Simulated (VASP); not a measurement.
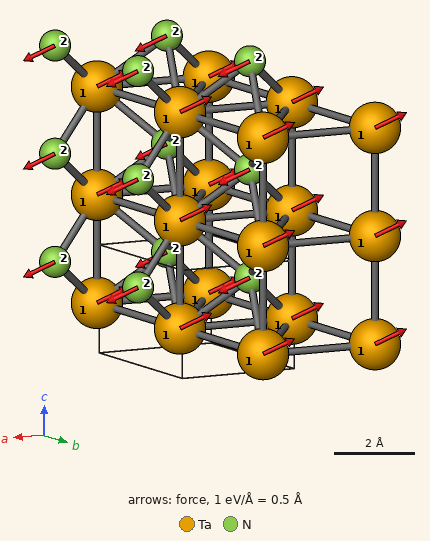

Starting geometry of crystalline TaN (set up in P1) with the computed forces as red arrows. Style: ball-and-stick. Shown: the cell of the calculation, repeated 2 × 2 × 3 with one cell outlined, from a free direction.

The run lets the atoms move in a fixed cell, from a rattled start.

Method: Kohn-Sham DFT of a periodic cell, r2SCAN, VASP PAW PBE potentials, recommended (VASP 6.6.1).

Input
```python
from ase.calculators.vasp import Vasp
from ase.io import read
from ase.optimize import BFGSLineSearch

atoms = read('POSCAR')
calc = Vasp(
    directory='calc',
    xc='r2scan',
    pp='PBE',
    setups='recommended',
    prec='Accurate',
    encut=520,
    ediff=1e-06,
    ismear=0,
    sigma=0.05,
    lreal=False,
    lasph=True,
    nelm=100,
    algo='Normal',
    isif=2,
    lwave=False,
    lcharg=False,
    lmixtau=True,
    kpts=[7, 7, 7],
    gamma=True,
)
atoms.calc = calc
opt = BFGSLineSearch(atoms, trajectory='relax.traj')
converged = opt.run(fmax=0.01, steps=40)
print('converged:', converged)

print('energy (eV):', atoms.get_potential_energy())
print('free energy (eV):', atoms.get_potential_energy(force_consistent=True))
print('forces (eV/A):')
print(atoms.get_forces())
print('stress (eV/A^3, Voigt):', atoms.get_stress())
print('Fermi level (eV):', calc.get_fermi_level())
print('cell (A, degrees):', atoms.cell.cellpar())
print('volume (A^3):', atoms.get_volume())
print('scaled positions:')
print(atoms.get_scaled_positions())
```

Command:
```bash
python run.py
```

> Is this structure relaxed? If not, where do the atoms go?

It isn't relaxed: the largest force vector, on Ta atoms, is 1.82 eV/Å. The atoms end up moving mostly along the starting forces (cosine between the two patterns 1.00). The largest moves, 0.068 Å, are those of Ta1 and N2. Ta1 goes roughly along [−3 1 1]. By element the largest moves are Ta 0.068 Å, N 0.068 Å. The cell doesn't change. Among the contacts that change: Ta1–N2 2.350 → 2.226 Å, Ta1–N2 (another image) 2.121 → 2.226 Å, Ta1–N2 (another image) 2.287 → 2.226 Å, Ta1–N2 (another image) 2.181 → 2.226 Å. Bond angles that change, for instance: Ta1–N2–Ta1 140.8° → 135.2°, Ta1–N2–Ta1 130.4° → 135.2°, Ta1–N2–Ta1 130.6° → 135.2°. The space group (tolerance 0.01 Å) goes from P1 (No. 1) to P-6m2 (No. 187). After 2 geometry steps the energy has fallen by 62.7 meV per atom. The largest force component goes from 1.6 to 0.0022 eV/Å.
